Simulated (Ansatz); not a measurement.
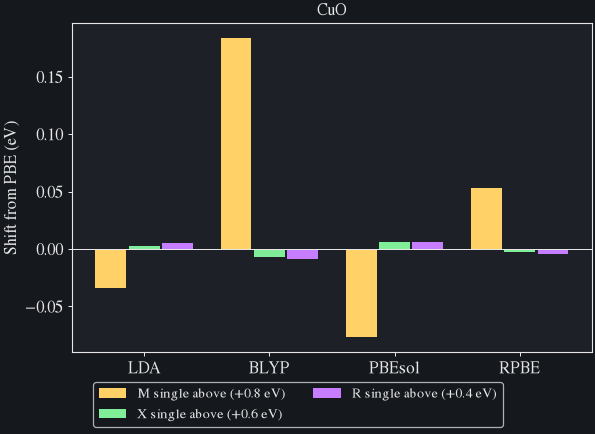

Levels near the Fermi level of CuO, space group P4_2/mmc, 4 atoms in the cell (a = 3.422 Å, c = 4.260 Å (tetragonal axes)), a metal, by five methods on one cell, as shifts from PBE. Each level is counted from the Fermi level of its run and named by k point, degeneracy (spin aside) and side; the legend gives its PBE energy.

Question: Which method departs most from PBE, and how?

Answer: BLYP: it moves M single above by +0.18 eV, X single above by −0.01 eV and R single above by −0.01 eV. At these levels the other methods stay within 0.08 eV of PBE.

| method | M single above (eV) | X single above (eV) | R single above (eV) |
| --- | --- | --- | --- |
| LDA | 0.76 | 0.56 | 0.44 |
| BLYP | 0.98 | 0.55 | 0.42 |
| PBE | 0.80 | 0.55 | 0.43 |
| PBEsol | 0.72 | 0.56 | 0.44 |
| RPBE | 0.85 | 0.55 | 0.43 |

Settings. LDA: Ansatz PAW, 8×8×6 k mesh, 420 eV cutoff, Fermi-Dirac smearing of 0.05 eV (Ansatz 0.2.0). BLYP: Ansatz PAW, 8×8×6 k mesh, 420 eV cutoff, Fermi-Dirac smearing of 0.05 eV (Ansatz 0.2.0). PBE: Ansatz PAW, 8×8×6 k mesh, 420 eV cutoff, Fermi-Dirac smearing of 0.05 eV (Ansatz 0.2.0). PBEsol: Ansatz PAW, 8×8×6 k mesh in the self-consistent step, 420 eV cutoff, Fermi-Dirac smearing of 0.05 eV (Ansatz 0.2.0). RPBE: Ansatz PAW, 8×8×6 k mesh, 420 eV cutoff, Fermi-Dirac smearing of 0.05 eV (Ansatz). No run carries moments or holds spin-orbit coupling.

The run has no spin polarisation, though such a crystal can be magnetic. Semilocal functionals often make such compounds metallic where correlation or magnetic order opens a gap, which also shifts bond lengths. The usual form of CuO is monoclinic. The cell was built from a pattern and not relaxed, so its bond lengths can be off. LDA, BLYP, PBEsol and RPBE: the PAW data sets were made with another functional. The Fermi levels are those of this mesh and smearing.
